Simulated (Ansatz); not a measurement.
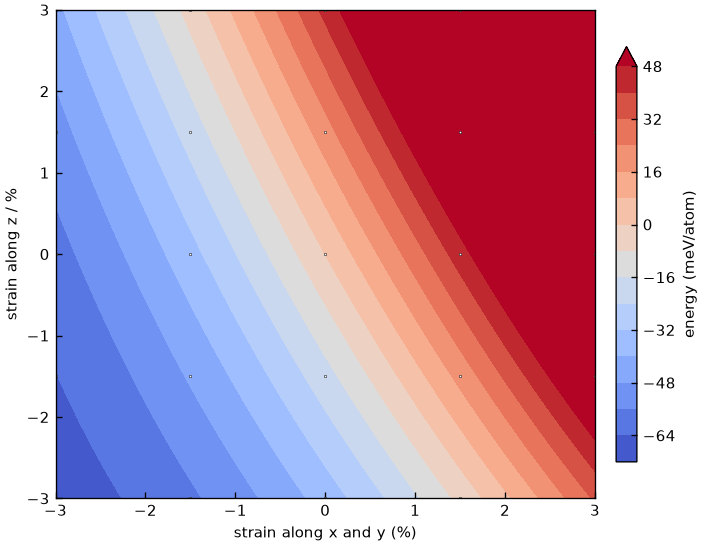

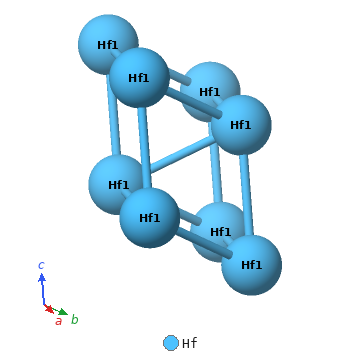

Energy landscape of Hf (Im-3m, No. 229; 1 atom in the cell). The cell is strained homogeneously, by one strain along x and y and another along z, with fractional coordinates fixed (x, y and z along the cube axes). Coordinates scanned: (1) strain along x and y; (2) strain along z. The scan uses a 5 × 5 grid. Energies: meV/atom, counted from the unstrained cell. The reference cell is the one listed in the database, not relaxed at this level. Theory: DFT PBEsol, scalar-relativistic, plane waves, PAW in Ansatz 0.2.0. Settings: cutoff 420 eV, k-mesh 18×18×18, gaussian smearing 0.15 eV, no spin polarisation.

Drawn: filled contours, dots at the grid points, one colour for all values above the top of the scale. Between grid points the surface is interpolated. The second picture is the structure at the lowest point

### Summarise what can be read from the map.

The lowest grid point is at strain along x and y = −3.0 %, strain along z = −3.0 %, −67 meV/atom from the unstrained cell. It lies at the edge of the scanned range, so the true minimum may lie outside. The highest grid point, strain along x and y = 3.0 %, strain along z = 3.0 %, lies 231 meV/atom above the lowest.
